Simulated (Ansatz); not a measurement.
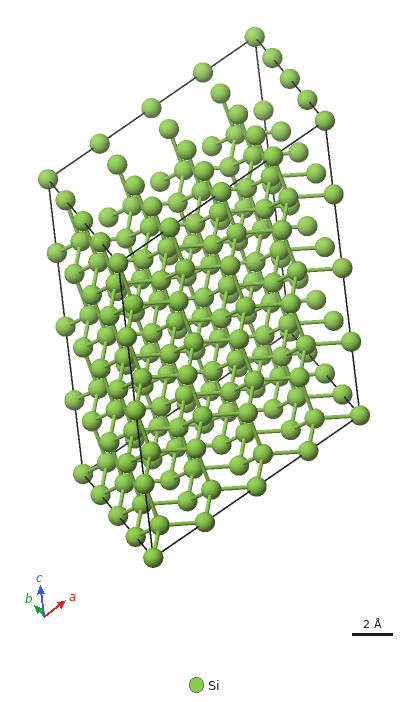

Fig. 1: The structure as given in the input (ball-and-stick view of the cell of the calculation, seen slightly off an axis). Near neighbours in the crystal (not all of them lie inside the picture): Si has 4 Si at 2.35 Å.

Run report: Si128, single-point calculation (part 1 of 2)

The run: single-point calculation of Si128 (Fd-3m, 128 atoms in the cell). Method and program: DFT, r2SCAN, PAW, plane waves (Ansatz 0.2.0).

The structure was built on a prototype by a generator.

What the program printed
```
Pseudopotentials: kind: paw
Functional definition: r2SCAN
  parameter k0 = 0.174
  parameter k1 = 0.065
  parameter a1 = 4.9479
  exchange = r2scan_x(k0 = k0, k1 = k1, a1 = a1)
  correlation = r2scan_c
Crystal: 128 atoms, lattice volume = 2565.598 Å³
Basis set: ecut = 500 eV, 64875 PW (Γ), exchange–correlation on 480×480×480 points (64 copies of the dense FFT grid, shifted against one another)
Bands: 384, of which v1, the nominal top of the filled ones, is band 256 counted from 1 (255 counted from 0)
Symmetry: 3072 space group operations
Space group: Fd-3m (ITA 227), of the structure as read, at distance tolerance 1.4e-4 Å
k-points: 1
Non-local potential: Si, projectors of the file, l = 0: 2, l = 1: 2, l = 2: 2
PAW form: soft (Blöchl's): semilocal exchange-correlation on the pseudo side does not see the compensation charge
PAW frozen core: Si, regenerated for the run's functional (the file was generated under x = pbe(κ = 0.804, μ = 0.2195149727645171), c = pbe(β = 0.06672455060314922))
PAW one-centre angular grid: Si, 302 points (default); XC on 160 Gauss nodes
Initial density: superposition of atomic densities (neutral atoms: chi_scale 0, normalization atom), corrected by the library's trained network
Initial wavefunctions: pseudopotential atomic-orbital guess
Functional: x = r2scan, c = r2scan; τ floored in thin density (d = 2e-4 eV/Å³)
SCF iter   1: F=—  HF=-81787.776569 eV  |F-HF|=—  |Δ(HF+E_count)|=         —  Δρ=4.32e-3  dr2=3.11e-1  dr2_τ=8.77e-1  ethr=1.77e-3  ⟨swp⟩=7.0  Hψ=1930  notcnv=0  defer=28
preconditioner: auto → Resta (q_TF=auto, 2.086 Å⁻¹)  ε∞=4.9  [insulator: Δε(μ)=0.874 eV  Ē_g=8.430 eV  σ=0.010 eV  W_gap=1.00  n_scr=410 (ndim 8)  ℏωp=16.6 eV  f_vac=0.000  D(μ)=0.00/eV (n_scr^D=0)  ε∞_Penn≈4.9]
SCF iter   2: F=—  HF=-81788.960626 eV  |F-HF|=—  |Δ(HF+E_count)|=    1.18e0  Δρ=2.89e-3  dr2=1.44e-1  dr2_τ=7.15e-4  ethr=6.08e-5  ⟨swp⟩=2.0  Hψ=689  notcnv=0  defer=122
SCF iter   3: F=—  HF=-81788.963045 eV  |F-HF|=—  |Δ(HF+E_count)|=   2.42e-3  Δρ=5.96e-4  dr2=5.52e-3  dr2_τ=1.19e-4  ethr=2.81e-5  ⟨swp⟩=2.0  Hψ=268  notcnv=0  defer=122
SCF iter   4: F=—  HF=-81788.965553 eV  |F-HF|=—  |Δ(HF+E_count)|=   2.51e-3  Δρ=1.29e-4  dr2=3.44e-4  dr2_τ=1.98e-6  ethr=1.08e-6  ⟨swp⟩=2.0  Hψ=518  notcnv=0  defer=122
SCF iter   5: F=—  HF=-81788.965999 eV  |F-HF|=—  |Δ(HF+E_count)|=   4.47e-4  Δρ=1.23e-5  dr2=4.91e-6  dr2_τ=1.32e-7  ethr=6.71e-8  ⟨swp⟩=3.0  Hψ=614  notcnv=0  defer=122
SCF iter   6: F=—  HF=-81788.966853 eV  |F-HF|=—  |Δ(HF+E_count)|=   8.53e-4  Δρ=1.75e-6  dr2=4.08e-8  dr2_τ=9.71e-10  ethr=1.95e-11  ⟨swp⟩=20.0  Hψ=3136  notcnv=0
SCF iter   7: F=-81788.966853 eV  HF=-81788.966853 eV  |F-HF|=4.37e-9  |Δ(HF+E_count)|=   6.37e-8  Δρ=6.10e-7  dr2=5.25e-9  dr2_τ=1.20e-10  ethr=7.97e-12  ⟨swp⟩=2.0  Hψ=903  notcnv=0
SCF 1 converged in 7 iterations: F = -81788.966853 eV  dr2 = 5.25e-9
  greatest PAW one-centre occupation: 0.636 electrons in one spin orbital (limit 2), on the Si atom at site 127 (counted from 0), in its partial waves of l = 0
```

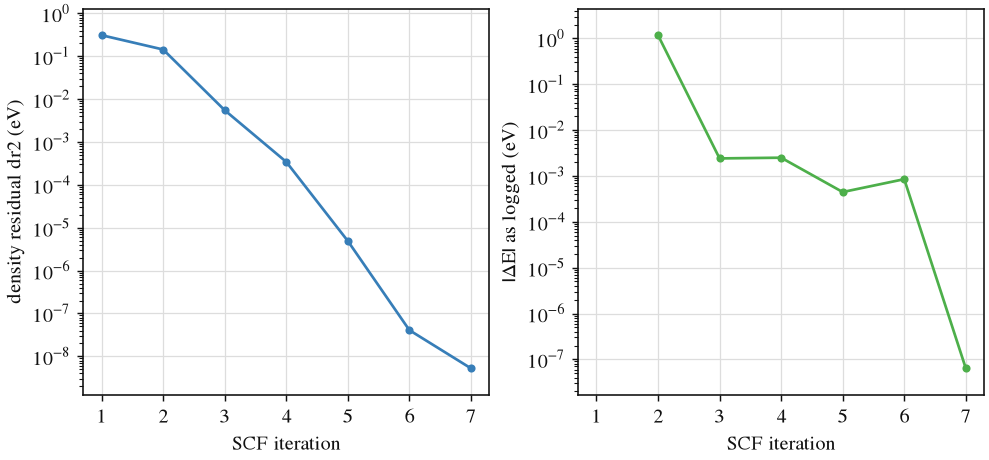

Fig. 2: Convergence of the self-consistent field: density residual dr2 and size of the energy change against the SCF iteration. The residual falls at every step.

```
NSCF: frozen V_eff on 1 k-points
SCF converged after 7 iterations
Free energy (F): -81788.966853 eV
Harris-Foulkes:  -81788.966853 eV  (|F-HF|=4.37e-9)
Internal energy: -81788.966853 eV  (E = F + TS)
E sigma→0 (E₀):  -81788.966853 eV
Fermi energy:    6.620946 eV
--- Per-component energies (eV) ---
  E_band       = 463.989899
  E_kinetic    = 5222.580305
  E_local      = -3447.436266  (includes V_loc(G=0)·N_el)
  E_nonlocal   = 3199.706964
  E_hartree    = 973.771605
  E_xc         = -6602.205472
  E_vxc        = -6379.545679  (∫ρ·V_xc dr)
  E_paw        = -66505.190405  (= ΣΔE_a)
  E_vpaw       = -327.567205  (= ΣTr[D̂ρ^β])
  E_aug_tail   = 0.000526  (compensation charges beyond the density's cutoff)
  E_vtau       = 248.708083  (kinetic-family band-sum trace: ∫τ·v_τ [+ j·A + Jᵃ·Aᵃ] dr)
  E_ewald      = -14620.410688
  E_core_change = -9.783422  (= ΣΔE_core)
  E_smearing   = -0.000000  (= −TS)
  E_closure    = -0.000000  (closes the sum)
  Σ components = -81788.966853   (vs F -81788.966853, Δ=0.00e0)
--- Forces (eV/Å), atoms counted from 1 ---
  atom   1  Si    -0.00000000    -0.00000000    -0.00000000
  atom   2  Si    -0.00000000    -0.00000000    -0.00000000
  atom   3  Si    -0.00000000     0.00000000     0.00000000
  atom   4  Si    -0.00000000    -0.00000000     0.00000000
  atom   5  Si    -0.00000000    -0.00000000    -0.00000000
  atom   6  Si     0.00000000     0.00000000    -0.00000000
  atom   7  Si    -0.00000000     0.00000000    -0.00000000
  atom   8  Si    -0.00000000     0.00000000     0.00000000
  atom   9  Si    -0.00000000     0.00000000     0.00000000
  atom  10  Si    -0.00000000    -0.00000000    -0.00000000
  atom  11  Si    -0.00000000    -0.00000000    -0.00000000
  atom  12  Si    -0.00000000     0.00000000    -0.00000000
  atom  13  Si    -0.00000000     0.00000000    -0.00000000
  atom  14  Si    -0.00000000    -0.00000000     0.00000000
  atom  15  Si    -0.00000000    -0.00000000    -0.00000000
  atom  16  Si    -0.00000000     0.00000000     0.00000000
  atom  17  Si    -0.00000000     0.00000000     0.00000000
  atom  18  Si    -0.00000000     0.00000000     0.00000000
  atom  19  Si     0.00000000     0.00000000    -0.00000000
  atom  20  Si    -0.00000000     0.00000000     0.00000000
  atom  21  Si    -0.00000000    -0.00000000     0.00000000
  atom  22  Si    -0.00000000     0.00000000     0.00000000
  atom  23  Si    -0.00000000     0.00000000     0.00000000
  atom  24  Si     0.00000000     0.00000000     0.00000000
  atom  25  Si     0.00000000    -0.00000000     0.00000000
  atom  26  Si    -0.00000000     0.00000000     0.00000000
  atom  27  Si    -0.00000000    -0.00000000     0.00000000
  atom  28  Si    -0.00000000     0.00000000     0.00000000
  atom  29  Si     0.00000000     0.00000000    -0.00000000
  atom  30  Si    -0.00000000     0.00000000     0.00000000
  atom  31  Si    -0.00000000     0.00000000     0.00000000
  atom  32  Si    -0.00000000     0.00000000     0.00000000
  atom  33  Si     0.00000000    -0.00000000    -0.00000000
  atom  34  Si    -0.00000000    -0.00000000    -0.00000000
  atom  35  Si    -0.00000000    -0.00000000    -0.00000000
  atom  36  Si    -0.00000000    -0.00000000     0.00000000
  atom  37  Si    -0.00000000     0.00000000    -0.00000000
  atom  38  Si    -0.00000000    -0.00000000    -0.00000000
  atom  39  Si     0.00000000    -0.00000000    -0.00000000
  atom  40  Si     0.00000000     0.00000000    -0.00000000
  atom  41  Si    -0.00000000     0.00000000    -0.00000000
  atom  42  Si    -0.00000000     0.00000000    -0.00000000
  atom  43  Si    -0.00000000    -0.00000000    -0.00000000
  atom  44  Si    -0.00000000     0.00000000     0.00000000
  atom  45  Si    -0.00000000     0.00000000     0.00000000
  atom  46  Si    -0.00000000    -0.00000000    -0.00000000
  atom  47  Si    -0.00000000    -0.00000000    -0.00000000
  atom  48  Si     0.00000000     0.00000000    -0.00000000
  atom  49  Si    -0.00000000     0.00000000     0.00000000
  atom  50  Si    -0.00000000     0.00000000     0.00000000
  atom  51  Si    -0.00000000     0.00000000     0.00000000
  atom  52  Si     0.00000000     0.00000000     0.00000000
  atom  53  Si    -0.00000000     0.00000000    -0.00000000
  atom  54  Si    -0.00000000    -0.00000000     0.00000000
  atom  55  Si     0.00000000    -0.00000000     0.00000000
  atom  56  Si    -0.00000000    -0.00000000     0.00000000
  atom  57  Si    -0.00000000     0.00000000     0.00000000
  atom  58  Si     0.00000000     0.00000000     0.00000000
  atom  59  Si    -0.00000000     0.00000000     0.00000000
  atom  60  Si     0.00000000     0.00000000     0.00000000
  atom  61  Si     0.00000000     0.00000000     0.00000000
  atom  62  Si    -0.00000000     0.00000000     0.00000000
  atom  63  Si    -0.00000000     0.00000000     0.00000000
  atom  64  Si    -0.00000000    -0.00000000     0.00000000
  atom  65  Si    -0.00000000    -0.00000000    -0.00000000
  atom  66  Si    -0.00000000    -0.00000000    -0.00000000
  atom  67  Si    -0.00000000    -0.00000000    -0.00000000
  atom  68  Si    -0.00000000    -0.00000000     0.00000000
  atom  69  Si    -0.00000000     0.00000000    -0.00000000
  atom  70  Si    -0.00000000    -0.00000000     0.00000000
  atom  71  Si    -0.00000000     0.00000000    -0.00000000
  atom  72  Si    -0.00000000     0.00000000    -0.00000000
  atom  73  Si    -0.00000000    -0.00000000    -0.00000000
  atom  74  Si    -0.00000000    -0.00000000    -0.00000000
  atom  75  Si    -0.00000000     0.00000000    -0.00000000
  atom  76  Si    -0.00000000    -0.00000000     0.00000000
  atom  77  Si    -0.00000000     0.00000000     0.00000000
  atom  78  Si    -0.00000000    -0.00000000    -0.00000000
  atom  79  Si    -0.00000000     0.00000000     0.00000000
  atom  80  Si    -0.00000000    -0.00000000     0.00000000
  atom  81  Si     0.00000000    -0.00000000     0.00000000
  atom  82  Si    -0.00000000    -0.00000000    -0.00000000
  atom  83  Si    -0.00000000     0.00000000     0.00000000
  atom  84  Si     0.00000000     0.00000000    -0.00000000
  atom  85  Si     0.00000000     0.00000000    -0.00000000
  atom  86  Si     0.00000000    -0.00000000    -0.00000000
  atom  87  Si    -0.00000000     0.00000000     0.00000000
  atom  88  Si     0.00000000     0.00000000     0.00000000
  atom  89  Si    -0.00000000    -0.00000000     0.00000000
  atom  90  Si    -0.00000000     0.00000000     0.00000000
  atom  91  Si    -0.00000000     0.00000000     0.00000000
  atom  92  Si     0.00000000     0.00000000     0.00000000
  atom  93  Si     0.00000000     0.00000000    -0.00000000
  atom  94  Si    -0.00000000     0.00000000     0.00000000
  atom  95  Si     0.00000000     0.00000000     0.00000000
  atom  96  Si    -0.00000000     0.00000000     0.00000000
  atom  97  Si    -0.00000000    -0.00000000    -0.00000000
  atom  98  Si    -0.00000000    -0.00000000    -0.00000000
  atom  99  Si    -0.00000000    -0.00000000     0.00000000
  atom 100  Si    -0.00000000    -0.00000000    -0.00000000
  atom 101  Si    -0.00000000    -0.00000000    -0.00000000
  atom 102  Si    -0.00000000    -0.00000000    -0.00000000
  atom 103  Si    -0.00000000    -0.00000000     0.00000000
  atom 104  Si    -0.00000000    -0.00000000     0.00000000
  atom 105  Si    -0.00000000     0.00000000    -0.00000000
  atom 106  Si    -0.00000000    -0.00000000     0.00000000
  atom 107  Si    -0.00000000     0.00000000    -0.00000000
  atom 108  Si    -0.00000000     0.00000000     0.00000000
  atom 109  Si    -0.00000000    -0.00000000     0.00000000
  atom 110  Si    -0.00000000     0.00000000     0.00000000
  atom 111  Si    -0.00000000    -0.00000000     0.00000000
  atom 112  Si    -0.00000000     0.00000000    -0.00000000
  atom 113  Si    -0.00000000    -0.00000000     0.00000000
  atom 114  Si     0.00000000     0.00000000     0.00000000
  atom 115  Si     0.00000000    -0.00000000    -0.00000000
  atom 116  Si     0.00000000     0.00000000     0.00000000
  atom 117  Si    -0.00000000     0.00000000    -0.00000000
  atom 118  Si    -0.00000000     0.00000000     0.00000000
  atom 119  Si     0.00000000     0.00000000    -0.00000000
  atom 120  Si    -0.00000000     0.00000000     0.00000000
  atom 121  Si     0.00000000     0.00000000    -0.00000000
  atom 122  Si     0.00000000    -0.00000000     0.00000000
  atom 123  Si    -0.00000000     0.00000000     0.00000000
  atom 124  Si    -0.00000000     0.00000000     0.00000000
  atom 125  Si    -0.00000000     0.00000000     0.00000000
  atom 126  Si     0.00000000     0.00000000     0.00000000
  atom 127  Si    -0.00000000     0.00000000    -0.00000000
  atom 128  Si    -0.00000000     0.00000000     0.00000000
  max |Σ_I F_I| component: 6.12e-24 eV/Å
--- Band table (eV) ---
```
